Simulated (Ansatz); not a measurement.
# Run report: BN, geometry relaxation

BN (F-43m, 2 atoms in the cell), computed with DFT PBE, scalar-relativistic, plane waves, PAW, no spin polarisation (Ansatz 0.2.0).

The structure derives from a Materials Project entry. Figures and captions count atoms from 1; the log counts them from 0 in places.

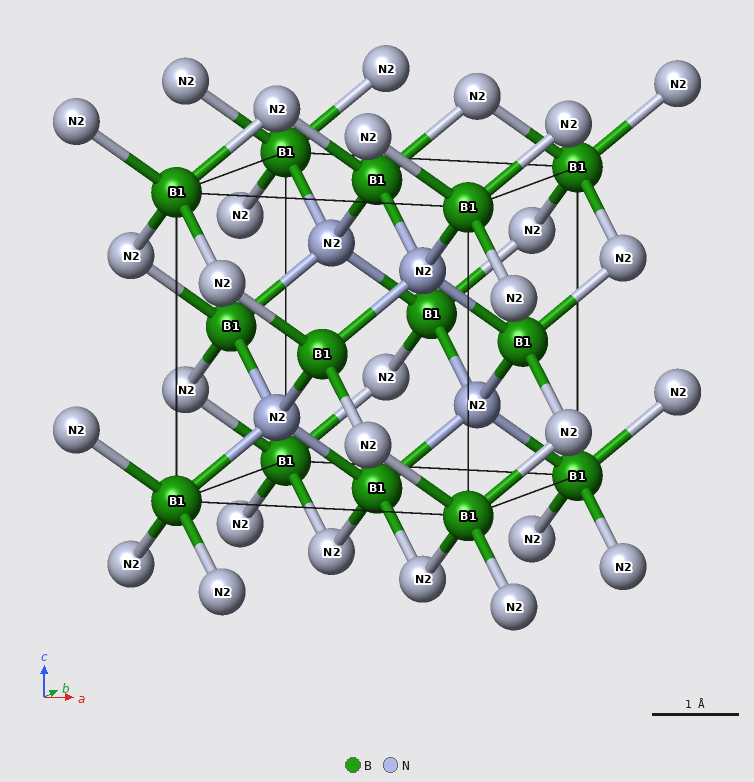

Figure 1. The structure as given in the input (ball-and-stick view of the cell 4 times as large as that of the calculation, set on its symmetry axes, seen slightly off an axis; neighbours outside the cell are drawn fainter; atoms are numbered from 1 in the order of the input). Near neighbours in the crystal (not all of them lie inside the picture): B has 4 N at 1.57 Å; N has 4 B at 1.57 Å.

## Summary

- outcome: converged
- space group (tolerance 0.01 Å): F-43m (216)
- electrons treated: 8
- free energy: −542.2757 eV
- Fermi energy: 13.282 eV
- gap on the k-point mesh: 4.46 eV
- pressure: −0.01 GPa
- final volume: 11.91 Å³
- largest force (length of the vector) at the end: under 0.001 eV/Å
- final cell: a = 2.563 Å, b = 2.563 Å, c = 2.563 Å, α = 60.00°, β = 60.00°, γ = 60.00°
- hardware: 1 thread of Oxide Virtual Turin-like (Zen 5), 32 GiB of memory available, shared host
- wall time: 2.7 s
- peak memory: 0.33 GiB

## The input
```yaml
crystal:
  lattice:
    - [0.0, 1.813001, 1.813001]
    - [1.813001, 0.0, 1.813001]
    - [1.813001, 1.813001, 0.0]
  atoms:
    - { symbol: B, position: [0.0, 0.0, 0.0] }
    - { symbol: "N", position: [0.75, 0.75, 0.75] }
basis:
  ecutwfc: 420
kpoints:
  mp_grid: { grid: [12, 12, 12] }
hamiltonian:
  xc: pbe
scf:
  occupations: { method: gaussian, width: 0.02 }
output:
  forces: true
  stress: true
  eigenvalues: true
  write_density: true
  write_potential: true
  elf: true
  volumetric_format: npy
relax:
  adjacent_minimum: "off"
  f_tol: 0.005
  max_steps: 80
  cell: { stress_tol: 0.05 }
```

Launched with:
```bash
ansatz run input.yaml --threads 1 --pin off --max-ram 2560MiB --backend cpu --events-out ev --progress --plain --runs-dir out
```

## The program's output
```
Engine: ansatz 0.2.0, x86_64-unknown-linux-gnu
Pseudopotentials: kind: paw
Pseudopotential: B, paw, valence charge 3, recommended cutoff 420 eV (normal), B.paw.azcp
Pseudopotential: N, paw, valence charge 5, recommended cutoff 420 eV (normal), N.paw.azcp
Functional definition: PBE
  parameter kappa = 0.804
  parameter beta = 0.06672455060314922
  exchange = pbe_x(kappa = kappa, mu = beta*pi^2/3)
  correlation = pbe_c(beta = beta)
Crystal: 2 atoms, lattice volume = 11.919 Å³
Basis set: ecut = 420 eV, 259 PW (Γ), exchange–correlation on 36×36×36 points (8 copies of the dense FFT grid, shifted against one another)
Bands: 8, of which v1, the nominal top of the filled ones, is band 4 counted from 1 (3 counted from 0)
Symmetry: 24 space group operations
Space group: F-43m (ITA 216), of the structure as read, at distance tolerance 2.3e-5 Å
k-points: 72 of 1728 (time reversal used)
Non-local potential: B, projectors of the file, l = 0: 2, l = 1: 2, l = 2: 1
Non-local potential: N, projectors of the file, l = 0: 2, l = 1: 2, l = 2: 1
PAW form: soft (Blöchl's): semilocal exchange-correlation on the pseudo side does not see the compensation charge
PAW one-centre angular grid: B, 110 points (default); XC on 64 Gauss nodes
PAW one-centre angular grid: N, 110 points (default); XC on 64 Gauss nodes
Initial density: superposition of atomic densities (neutral atoms: chi_scale 0, normalization atom), corrected by the library's trained network
Initial wavefunctions: pseudopotential atomic-orbital guess
Functional: x = pbe(κ = 0.804, μ = 0.2195149727645171), c = pbe(β = 0.06672455060314922)
SCF iter   1: F=—  HF=-542.275554 eV  |F-HF|=—  |Δ(HF+E_count)|=         —  Δρ=1.60e-3  dr2=1.67e-4  ethr=1.77e-3  ⟨swp⟩=4.9  Hψ=3722  notcnv=0
preconditioner: auto → none  [insulator: Δε(μ)=4.466 eV  Ē_g=19.882 eV  σ=0.020 eV  W_gap=1.00  n_scr=0 (ndim 8)  ℏωp=30.4 eV  f_vac=0.000  D(μ)=0.00/eV (n_scr^D=0)  ε∞_Penn≈3.3]
SCF iter   2: F=—  HF=-542.275676 eV  |F-HF|=—  |Δ(HF+E_count)|=   1.22e-4  Δρ=8.34e-4  dr2=2.36e-5  ethr=2.08e-6  ⟨swp⟩=2.1  Hψ=1430  notcnv=0
SCF iter   3: F=—  HF=-542.275717 eV  |F-HF|=—  |Δ(HF+E_count)|=   4.16e-5  Δρ=3.75e-4  dr2=5.67e-6  ethr=2.95e-7  ⟨swp⟩=2.1  Hψ=818  notcnv=0
iter 4 did not close the SCF: its close was put off for the readings that it lacked (scf_convergence_deferred on its scf_iter line)
SCF iter   4: F=-542.275732 eV  HF=-542.275732 eV  |F-HF|=1.51e-8  |Δ(HF+E_count)|=   1.44e-5  Δρ=2.42e-5  dr2=2.25e-8  ethr=7.08e-8  ⟨swp⟩=2.4  Hψ=842  notcnv=0
iter 5 did not close the SCF: its close was put off for the readings that it lacked (scf_convergence_deferred on its scf_iter line)
SCF iter   5: F=-542.275732 eV  HF=-542.275732 eV  |F-HF|=4.78e-9  |Δ(HF+E_count)|=   1.46e-8  Δρ=8.85e-6  dr2=2.43e-9  ethr=2.81e-10  ⟨swp⟩=1.9  Hψ=706  notcnv=0
SCF iter   6: F=-542.275732 eV  HF=-542.275732 eV  |F-HF|=1.34e-11  |Δ(HF+E_count)|=   5.38e-9  Δρ=4.04e-7  dr2=8.35e-12  ethr=3.04e-11  ⟨swp⟩=4.2  Hψ=2557  notcnv=0
SCF 1 converged in 6 iterations: F = -542.275732 eV  dr2 = 8.35e-12
  greatest PAW one-centre occupation: 0.786 electrons in one spin orbital (limit 2), on the N atom at site 1 (counted from 0), in its partial waves of l = 0
relax step   1: F+E_penalty+E_count = -542.27573164 eV  Δ(F+E_penalty+E_count) = +0.000e0 eV  max|allowed force component| = 3.978e-16 eV/Å  Δτ_max = 0.0000 Å  P = -0.410 GPa  Ω = 11.919 Å³  (6 SCF iters, accepted)
Crystal: 2 atoms, lattice volume = 11.911 Å³
Initial density: handed on by an earlier stage of this run
Initial wavefunctions: those handed on with the density
iter 1 solved again at ethr=3.10e-8 eV; its pass at ethr=3.10e-3 eV (dr2=2.48e-6 eV) is discarded
SCF iter   1: F=—  HF=-542.275793 eV  |F-HF|=—  |Δ(HF+E_count)|=         —  Δρ=1.53e-4  dr2=2.41e-6  ethr=3.10e-8  ⟨swp⟩=1.0  Hψ=4089  notcnv=0
preconditioner: auto → none  [insulator: Δε(μ)=4.463 eV  Ē_g=19.889 eV  σ=0.020 eV  W_gap=1.00  n_scr=0 (ndim 8)  ℏωp=30.4 eV  f_vac=0.000  D(μ)=0.00/eV (n_scr^D=0)  ε∞_Penn≈3.3]
SCF iter   2: F=—  HF=-542.275795 eV  |F-HF|=—  |Δ(HF+E_count)|=   2.57e-6  Δρ=5.72e-5  dr2=2.95e-7  ethr=3.01e-8  ⟨swp⟩=2.4  Hψ=863  notcnv=0
SCF iter   3: F=-542.275795 eV  HF=-542.275795 eV  |F-HF|=8.50e-9  |Δ(HF+E_count)|=   5.39e-8  Δρ=1.99e-5  dr2=4.20e-8  ethr=2.50e-9  ⟨swp⟩=8.0  Hψ=3482  notcnv=0
SCF 2 converged in 3 iterations: F = -542.275795 eV  dr2 = 4.20e-8
relax step   2: F+E_penalty+E_count = -542.27579523 eV  Δ(F+E_penalty+E_count) = -6.359e-5 eV  max|allowed force component| = 1.619e-16 eV/Å  Δτ_max = 0.0000 Å  P = -0.171 GPa  Ω = 11.911 Å³  energy of the carried Pulay correction = +5.001e-5 eV  (3 SCF iters, dr2 threshold 2.00e-7 eV, accepted)
Crystal: 2 atoms, lattice volume = 11.906 Å³
iter 1 solved again at ethr=2.18e-8 eV; its pass at ethr=3.10e-3 eV (dr2=1.74e-6 eV) is discarded
SCF iter   1: F=—  HF=-542.275831 eV  |F-HF|=—  |Δ(HF+E_count)|=         —  Δρ=1.27e-4  dr2=1.70e-6  ethr=2.18e-8  ⟨swp⟩=1.0  Hψ=4091  notcnv=0
preconditioner: auto → none  [insulator: Δε(μ)=4.464 eV  Ē_g=19.896 eV  σ=0.020 eV  W_gap=1.00  n_scr=0 (ndim 8)  ℏωp=30.4 eV  f_vac=0.000  D(μ)=0.00/eV (n_scr^D=0)  ε∞_Penn≈3.3]
SCF iter   2: F=—  HF=-542.275834 eV  |F-HF|=—  |Δ(HF+E_count)|=   2.78e-6  Δρ=4.98e-5  dr2=2.18e-7  ethr=2.12e-8  ⟨swp⟩=2.3  Hψ=869  notcnv=0
SCF iter   3: F=-542.275834 eV  HF=-542.275834 eV  |F-HF|=5.27e-9  |Δ(HF+E_count)|=   2.99e-8  Δρ=1.74e-5  dr2=3.19e-8  ethr=9.13e-10  ⟨swp⟩=7.2  Hψ=2674  notcnv=0
SCF 3 converged in 3 iterations: F = -542.275834 eV  dr2 = 3.19e-8
relax step   3: F+E_penalty+E_count = -542.27583376 eV  Δ(F+E_penalty+E_count) = -3.853e-5 eV  max|allowed force component| = 2.209e-16 eV/Å  Δτ_max = 0.0000 Å  P = +0.001 GPa  Ω = 11.906 Å³  energy of the carried Pulay correction = +8.574e-5 eV  (3 SCF iters, dr2 threshold 7.30e-8 eV, accepted)
Initial wavefunctions: pseudopotential atomic-orbital guess (no wavefunctions were taken with the density)
iter 1 solved again at ethr=5.34e-9 eV; its pass at ethr=3.10e-3 eV (dr2=4.27e-7 eV) is discarded
SCF iter   1: F=—  HF=-542.275682 eV  |F-HF|=—  |Δ(HF+E_count)|=         —  Δρ=2.38e-5  dr2=3.24e-8  ethr=5.34e-9  ⟨swp⟩=3.0  Hψ=5556  notcnv=0
preconditioner: auto → none  [insulator: Δε(μ)=4.463 eV  Ē_g=19.896 eV  σ=0.020 eV  W_gap=1.00  n_scr=0 (ndim 8)  ℏωp=30.4 eV  f_vac=0.000  D(μ)=0.00/eV (n_scr^D=0)  ε∞_Penn≈3.3]
SCF iter   2: F=—  HF=-542.275686 eV  |F-HF|=—  |Δ(HF+E_count)|=   3.19e-6  Δρ=1.20e-5  dr2=6.31e-9  ethr=4.05e-10  ⟨swp⟩=1.0  Hψ=576  notcnv=0
SCF iter   3: F=—  HF=-542.275686 eV  |F-HF|=—  |Δ(HF+E_count)|=   3.95e-9  Δρ=3.61e-6  dr2=1.27e-9  ethr=7.89e-11  ⟨swp⟩=2.1  Hψ=863  notcnv=0
SCF iter   4: F=-542.275686 eV  HF=-542.275686 eV  |F-HF|=1.28e-11  |Δ(HF+E_count)|=  2.52e-10  Δρ=4.89e-7  dr2=7.80e-12  ethr=1.00e-12  ⟨swp⟩=4.0  Hψ=2508  notcnv=0
SCF 4 converged in 4 iterations: F = -542.275686 eV  dr2 = 7.80e-12
relax step   4: F+E_penalty+E_count = -542.27568568 eV  Δ(F+E_penalty+E_count) = +1.481e-4 eV  max|allowed force component| = 1.978e-16 eV/Å  Δτ_max = 0.0000 Å  P = -0.011 GPa  Ω = 11.906 Å³  stress off target by 1.07e-2 GPa  SCF on the basis re-selected at this cell (its energy is not comparable with the rows above)  (4 SCF iters)
```

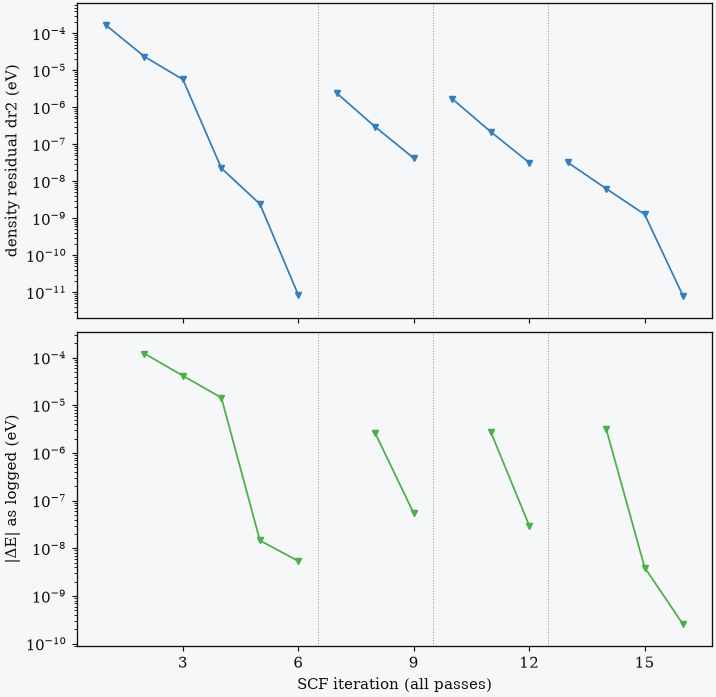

Figure 2. Convergence of the self-consistent field: density residual dr2 and size of the energy change against the SCF iteration. The dotted lines part the SCF passes of the relaxation: geometry steps, rejected trials and re-solves on a re-selected basis. The passes take 6, 3, 3 and 4 iterations.

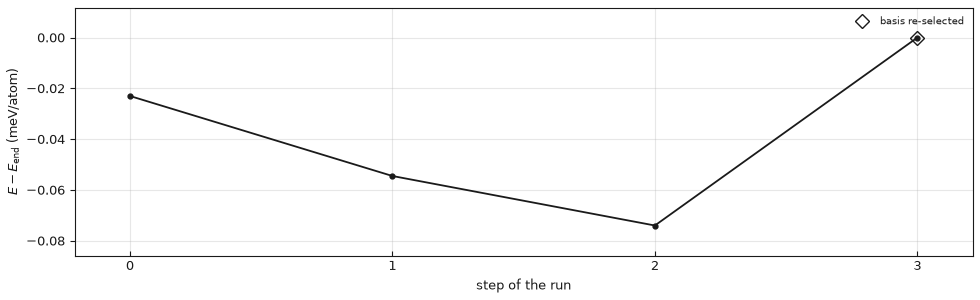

Figure 3. Progress of the relaxation, step by step (the first geometry is step 0 here and step 1 in the log). No atom moves by more than 0.005 Å relative to the cell. The energy falls by 0.1 meV per atom in 2 geometry steps. All forces vanish by symmetry, so only the cell relaxes. The pressure goes from −0.41 to −0.01 GPa. A last SCF at the same geometry on a re-selected plane-wave basis shifts the energy by +0.1 meV per atom.

```
basis re-selected at this cell: Δ(F+E_penalty+E_count) = +1.481e-4 eV, ΔP = -0.012 GPa vs the last step (what re-selecting the basis moved, of the pressure what is left beyond the Pulay correction that the steps carried, after the strain that the cell walked since its last selection, with what the two solves' SCF thresholds leave and, on support functions, any second-order correction that the steps lacked; it is no measure of the basis error at this ecutwfc). This SCF's stress stands 1.07e-2 GPa from its target on what of the cell is left free (relax.cell.stress_tol is 5.00e-2 GPa) and its largest allowed force component is 1.98e-16 eV/Å (relax.f_tol is 5.00e-3 eV/Å): within both
SCF converged after 4 iterations
Free energy (F): -542.275686 eV
Harris-Foulkes:  -542.275686 eV  (|F-HF|=1.28e-11)
Internal energy: -542.275686 eV  (E = F + TS)
E sigma→0 (E₀):  -542.275686 eV
Fermi energy:    13.282127 eV
--- Per-component energies (eV) ---
  E_band       = 25.733816
  E_kinetic    = 185.144070
  E_local      = -176.090775  (includes V_loc(G=0)·N_el)
  E_nonlocal   = 56.514380
  E_hartree    = 49.317004
  E_xc         = -93.330416
  E_vxc        = -116.077805  (∫ρ·V_xc dr)
  E_paw        = -206.404175  (= ΣΔE_a)
  E_vpaw       = -22.390178  (= ΣTr[D̂ρ^β])
  E_aug_tail   = 0.000103  (compensation charges beyond the density's cutoff)
  E_ewald      = -357.425876
  E_smearing   = -0.000000  (= −TS)
  E_closure    = -0.000000  (closes the sum)
  Σ components = -542.275686   (vs F -542.275686, Δ=0.00e0)
--- Forces (eV/Å), atoms counted from 1 ---
  atom   1  B     -0.00000000     0.00000000     0.00000000
  atom   2  N      0.00000000     0.00000000     0.00000000
  max |Σ_I F_I| component: 4.19e-16 eV/Å
--- Stress (GPa, compression-positive) ---
       -0.010652       0.000000       0.000000
       -0.000000      -0.010652       0.000000
       -0.000000       0.000000      -0.010652
  P = ⅓ Tr σ = -0.0107 GPa (-0.107 kbar)
--- Band table (eV; the first three rows and the last of 72) ---
  k-point 0: bands = ["-9.0900", "11.0507", "11.0507", "11.0507", "19.8430", "19.8430", "19.8430", "21.2424"]
  k-point 1: bands = ["-8.9220", "10.1444", "10.8722", "10.8722", "20.0355", "20.1142", "20.1142", "21.8179"]
  k-point 2: bands = ["-8.4243", "8.0574", "10.4370", "10.4370", "20.3244", "20.7452", "20.7452", "23.1623"]
  k-point 71: bands = ["-3.2497", "3.4989", "4.1478", "4.6047", "20.6218", "24.2496", "25.5125", "25.5842"]
--- Relaxed structure (3 steps of the walk, 3 accepted, 1 SCFs on fresh bases) ---
  F+E_penalty+E_count = -542.27568568 eV   max|allowed force component| = 1.978e-16 eV/Å   (the final SCF, on the basis selected at the relaxed cell)
  cell:  # Å, volume = 11.9057 Å³
    - [8.789516756744894e-34, 1.8123485120194536, 1.8123485120194536]
    - [1.8123485120194536, 4.9679877320732e-34, 1.8123485120194536]
    - [1.8123485120194536, 1.8123485120194536, 9.935975464146402e-34]
  atoms:
    - { symbol: B, position: [-1.6598256361166216e-36, -1.3997862864583438e-34, -1.2559347313282372e-34] }
    - { symbol: N, position: [0.75, 0.75, 0.75] }
```

## Trajectory as extended XYZ (Å, eV, eV/Å), 4 frames, from step=1 to step=4
```
2
Lattice="0.0000 1.8130 1.8130 1.8130 0.0000 1.8130 1.8130 1.8130 0.0000" Properties=species:S:1:pos:R:3:forces:R:3 step=1 energy=-542.27573 pressure_GPa=-0.41
B     0.0000    0.0000    0.0000    0.0000   0.0000   0.0000
N     2.7195    2.7195    2.7195    0.0000   0.0000   0.0000
2
Lattice="0.0000 1.8126 1.8126 1.8126 0.0000 1.8126 1.8126 1.8126 0.0000" Properties=species:S:1:pos:R:3:forces:R:3 step=2 energy=-542.27580 pressure_GPa=-0.17
B     0.0000    0.0000    0.0000    0.0000   0.0000   0.0000
N     2.7189    2.7189    2.7189    0.0000   0.0000   0.0000
2
Lattice="0.0000 1.8123 1.8123 1.8123 0.0000 1.8123 1.8123 1.8123 0.0000" Properties=species:S:1:pos:R:3:forces:R:3 step=3 energy=-542.27583 pressure_GPa=0.00
B     0.0000    0.0000    0.0000    0.0000   0.0000   0.0000
N     2.7185    2.7185    2.7185    0.0000   0.0000   0.0000
2
Lattice="0.0000 1.8123 1.8123 1.8123 0.0000 1.8123 1.8123 1.8123 0.0000" Properties=species:S:1:pos:R:3:forces:R:3 step=4 energy=-542.27569 pressure_GPa=-0.01
B     0.0000    0.0000    0.0000    0.0000   0.0000   0.0000
N     2.7185    2.7185    2.7185    0.0000   0.0000   0.0000
```

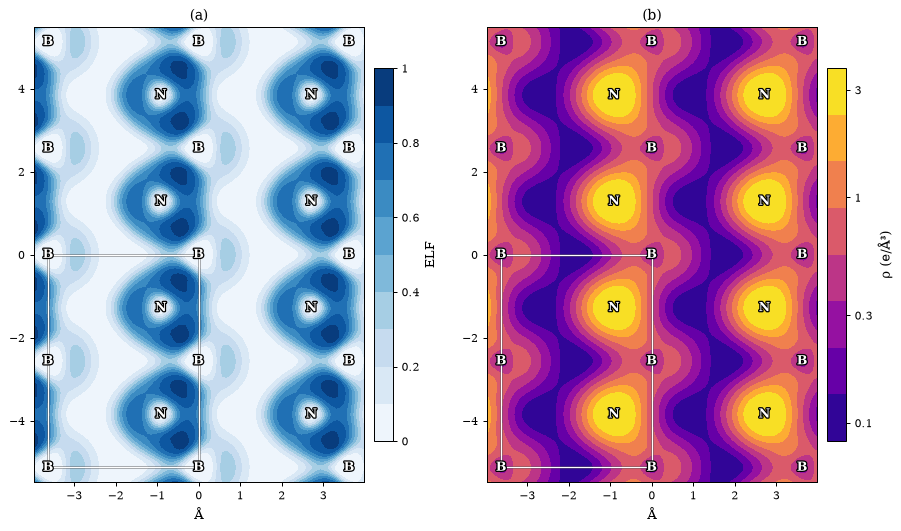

Figure 4. (a) ELF; (b) valence charge density (pseudo) on the (011) plane of the conventional cell. Atoms in the plane: B and N. B–N (1.57 Å): the density is about 1.4 e/Å³ at the midpoint; the ELF peaks at about 0.95 between the atoms (a polar covalent bond). Away from the nuclei the density in this plane falls to 0.08 e/Å³ at its lowest. Core electrons are frozen (PAW), so the fields are smoothed inside the atomic spheres.
